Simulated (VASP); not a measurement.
# Ni: band-structure run (part 2 of 2)

Ni (1 atom in the cell); Kohn-Sham DFT of a periodic cell, LDA, VASP PAW LDA potentials, recommended, spin-polarised (VASP 6.6.1); cutoff 350 eV, 10×10×10 k-mesh, Gaussian smearing of 0.1 eV, collinear spins. The structure derives from an entry of the Crystallography Open Database.

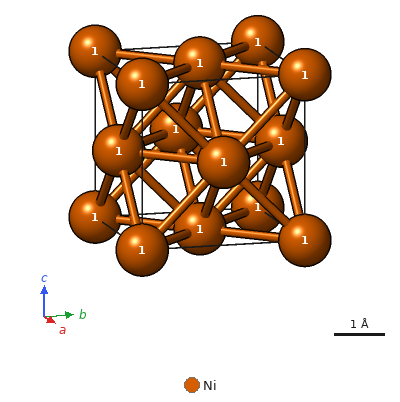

The structure (ball-and-stick view of the cell 4 times as large as that of the calculation, set on its symmetry axes, seen slightly off an axis; atoms are numbered from 1 in the order of the input). An atom can appear more than once, as a periodic image.

## Parts of OUTCAR, continued
```
   AEXX    =    0.0000 exact exchange contribution
   IVDW    =     0    specifies the selected vdW correction
   LEPSILON=     F    determine dielectric tensor
   LRPA    =     F    only Hartree local field effects (RPA)
 spin polarized calculation
 RMM-DIIS sequential band-by-band and
 Gauss-broadening in eV      SIGMA  =   0.10
  energy-cutoff  :      350.00
  volume of cell :       10.03
 maximum number of plane-waves:       169
   NGX =  7   NGY =  7   NGZ =  7

 number of electron      10.0000000 magnetization       0.8000000

 number of electron       9.9999991 magnetization       0.6498789

 Free energy of the ion-electron system (eV)
  ---------------------------------------------------
  ext. energy  EPLUGINS =         0.00000000
  ---------------------------------------------------
  free energy    TOTEN  =        -6.58680774 eV

  energy without entropy =       -6.57807899  energy(sigma->0) =       -6.58244336

 E-fermi :  10.2656     XC(G=0): -14.1058     alpha+bet :-17.7141

 val. band max:       10.2482405211   @ k =   0.5000   0.3000   0.1000
 cond. band min:      10.2715778825   @ k =   0.4000   0.0000   0.0000
 fundamental gap:      0.0233373614
 Fermi energy:        10.2656065695

 spin component 1

 k-point     1 :       0.0000    0.0000    0.0000
  band No.  band energies     occupation
      1       0.6720      1.00000
      2       7.6540      1.00000
      3       7.6540      1.00000
      4       7.6540      1.00000
      5       8.9571      1.00000
      6       8.9571      1.00000
      7      34.7039      0.00000
      8      39.1125      0.00000
      9      39.1125      0.00000

 k-point     2 :       0.1000    0.0000    0.0000
  band No.  band energies     occupation
      1       1.0848      1.00000
      2       7.5430      1.00000
      3       7.7473      1.00000
      4       7.7473      1.00000
      5       8.9204      1.00000
      6       8.9204      1.00000
      7      33.1787      0.00000
      8      36.2646      0.00000
      9      38.4210      0.00000

 k-point     3 :       0.2000    0.0000    0.0000
  band No.  band energies     occupation
      1       2.2478      1.00000
      2       7.3237      1.00000
      3       7.8966      1.00000
      4       7.8966      1.00000
      5       8.9345      1.00000
      6       8.9345      1.00000
      7      28.1580      0.00000
      8      35.3762      0.00000
      9      37.4444      0.00000

 k-point     4 :       0.3000    0.0000    0.0000
  band No.  band energies     occupation
      1       3.8006      1.00000
      2       7.4051      1.00000
      3       7.8531      1.00000
      4       7.8531      1.00000
      5       9.2152      1.00000
      6       9.2152      1.00000
      7      23.0612      0.00000
      8      34.4130      0.00000
      9      36.7555      0.00000

 k-point     5 :       0.4000    0.0000    0.0000
  band No.  band energies     occupation
      1       4.7817      1.00000
      2       7.7120      1.00000
      3       7.7120      1.00000
      4       8.5887      1.00000
      5       9.5798      1.00000
      6       9.5798      1.00000
      7      18.7232      0.00000
      8      33.5310      0.00000
      9      36.3702      0.00000

 [... the levels of 18 k-points are left out ...]

 k-point    24 :       0.4000    0.3000    0.0000
  band No.  band energies     occupation
      1       5.1780      1.00000
      2       6.1054      1.00000
      3       8.4332      1.00000
      4       9.0895      1.00000
      5       9.7108      1.00000
      6      10.3784      0.05538
      7      24.9874      0.00000
      8      26.1996      0.00000
      9      28.0251      0.00000

 [... further k-points ...]

 spin component 2

 k-point     1 :       0.0000    0.0000    0.0000
  band No.  band energies     occupation
      1       0.7302      1.00000
      2       8.3148      1.00000
      3       8.3148      1.00000
      4       8.3148      1.00000
      5       9.5661      1.00000
      6       9.5661      1.00000
      7      34.7008      0.00000
      8      39.1721      0.00000
      9      39.1721      0.00000

 k-point     2 :       0.1000    0.0000    0.0000
  band No.  band energies     occupation
      1       1.1438      1.00000
      2       8.1926      1.00000
      3       8.4107      1.00000
      4       8.4107      1.00000
      5       9.5278      1.00000
      6       9.5278      1.00000
      7      33.2749      0.00000
      8      36.2976      0.00000
      9      38.5272      0.00000

 k-point     3 :       0.2000    0.0000    0.0000
  band No.  band energies     occupation
      1       2.3152      1.00000
      2       7.9359      1.00000
      3       8.5508      1.00000
      4       8.5508      1.00000
      5       9.5548      1.00000
      6       9.5548      1.00000
      7      28.3395      0.00000
      8      35.3865      0.00000
      9      37.5912      0.00000

 k-point     4 :       0.3000    0.0000    0.0000
  band No.  band energies     occupation
      1       3.9311      1.00000
      2       7.9070      1.00000
      3       8.4747      1.00000
      4       8.4747      1.00000
      5       9.8761      1.00000
      6       9.8761      1.00000
      7      23.3018      0.00000
      8      34.4159      0.00000
      9      36.9152      0.00000

 k-point     5 :       0.4000    0.0000    0.0000
  band No.  band energies     occupation
      1       5.1065      1.00000
      2       8.3125      1.00000
      3       8.3125      1.00000
      4       8.8156      1.00000
      5      10.2716      0.46635
      6      10.2716      0.46635
      7      19.0491      0.00000
      8      33.5229      0.00000
      9      36.5180      0.00000

 [... the levels of 18 k-points are left out ...]

 k-point    24 :       0.4000    0.3000    0.0000
  band No.  band energies     occupation
      1       5.4503      1.00000
      2       6.6694      1.00000
      3       8.9364      1.00000
      4       9.7604      1.00000
      5      10.3890      0.04048
      6      10.8883      0.00000
      7      25.1634      0.00000
      8      26.3876      0.00000
      9      28.1496      0.00000

 [... further k-points ...]

------------------------ aborting loop because EDIFF is reached ----------------------------------------

  FORCE on cell =-STRESS in cart. coord.  units (eV):
  Direction    XX          YY          ZZ          XY          YZ          ZX
  --------------------------------------------------------------------------------------
  -------------------------------------------------------------------------------------
  Total        0.0035072      0.0035072      0.0035072      0.0000000      0.0000000      0.0000000
  in kB        0.5604625      0.5604625      0.5604625      0.0000000      0.0000000      0.0000000
  external PRESSURE =       0.5604625 kB  Pullay stress =       0.0000000 kB

 VOLUME and BASIS-vectors are now :
 -----------------------------------------------------------------------------
  energy-cutoff  :      350.00
  volume of cell :       10.03
      direct lattice vectors                 reciprocal lattice vectors
     0.000000000  1.711460400  1.711460400    -0.292148156  0.292148156  0.292148156
     1.711460400  0.000000000  1.711460400     0.292148156 -0.292148156  0.292148156
     1.711460400  1.711460400  0.000000000     0.292148156  0.292148156 -0.292148156

 POSITION                                       TOTAL-FORCE (eV/Angst)
 -----------------------------------------------------------------------------------
      0.00000      0.00000      0.00000        -0.000000     -0.000000     -0.000000
 -----------------------------------------------------------------------------------
    total drift:                                0.000000      0.000000      0.000000

  FREE ENERGIE OF THE ION-ELECTRON SYSTEM (eV)
  ---------------------------------------------------
  free  energy   TOTEN  =        -6.5868077367 eV

  energy  without entropy=       -6.5780789928  energy(sigma->0) =       -6.58244336

 total charge

# of ion       s       p       d       tot
------------------------------------------
    1        0.537   0.575   8.357   9.468

 magnetization (x)

# of ion       s       p       d       tot
------------------------------------------
    1       -0.003  -0.017   0.670   0.649
```

## CONTCAR
```
Ni
   1.00000000000000
     0.0000000000000000    1.7114603998000000    1.7114603998000000
     1.7114603998000000    0.0000000000000000    1.7114603998000000
     1.7114603998000000    1.7114603998000000    0.0000000000000000
  Ni
     1
Direct
     0.0000000000000000    0.0000000000000000    0.0000000000000000

  0.00000000E+00  0.00000000E+00  0.00000000E+00
```

This output came from the following input.

## INCAR
```
SYSTEM = Ni
PREC = Accurate
ENCUT = 350
EDIFF = 1E-7
ISMEAR = 0
SIGMA = 0.1
LREAL = .FALSE.
LASPH = .TRUE.
NELM = 150
ALGO = Fast
ISIF = 2
LWAVE = .FALSE.
LCHARG = .FALSE.
ISPIN = 2
MAGMOM = 0.8
LORBIT = 11
LMAXMIX = 4
```

## KPOINTS
```
Automatic mesh
0
G
  10 10 10
  0 0 0
```

## KPOINTS_OPT
```
path GXWKGLUWLK,UX
15
line-mode
reciprocal
 0.0000000000  0.0000000000  0.0000000000  G
 0.5000000000  0.0000000000  0.5000000000  X

 0.5000000000  0.0000000000  0.5000000000  X
 0.5000000000  0.2500000000  0.7500000000  W

 0.5000000000  0.2500000000  0.7500000000  W
 0.3750000000  0.3750000000  0.7500000000  K

 0.3750000000  0.3750000000  0.7500000000  K
 0.0000000000  0.0000000000  0.0000000000  G

 0.0000000000  0.0000000000  0.0000000000  G
 0.5000000000  0.5000000000  0.5000000000  L

 0.5000000000  0.5000000000  0.5000000000  L
 0.6250000000  0.2500000000  0.6250000000  U

 0.6250000000  0.2500000000  0.6250000000  U
 0.5000000000  0.2500000000  0.7500000000  W

 0.5000000000  0.2500000000  0.7500000000  W
 0.5000000000  0.5000000000  0.5000000000  L

 0.5000000000  0.5000000000  0.5000000000  L
 0.3750000000  0.3750000000  0.7500000000  K

 0.6250000000  0.2500000000  0.6250000000  U
 0.5000000000  0.0000000000  0.5000000000  X
```

## POSCAR
```
Ni                                      
1.0
    0.0000000000      1.7114603998      1.7114603998
    1.7114603998      0.0000000000      1.7114603998
    1.7114603998      1.7114603998     -0.0000000000
  Ni            
     1
Direct
     0.0000000000000000    0.0000000000000000    0.0000000000000000
```

Launch command:
```bash
cat potpaw_LDA.64/Ni/POTCAR > POTCAR
mpirun -np 1 vasp_std > vasp.out
```

## Results in brief

- outcome: converged
- space group (tolerance 0.01 Å): Fm-3m (225)
- electrons treated: 10
- free energy: −6.5868 eV
- gap on the k-point mesh: none (metallic)
- gap on the band path: 0.00 eV
- net moment of the cell: 0.65 μB
- pressure: 0.06 GPa
- largest force (length of the vector): under 0.001 eV/Å
- hardware: 1 thread of Intel Xeon (Sapphire Rapids), 176 GiB of memory available, shared host
- wall time: 9.7 s
- peak memory: 0.12 GiB
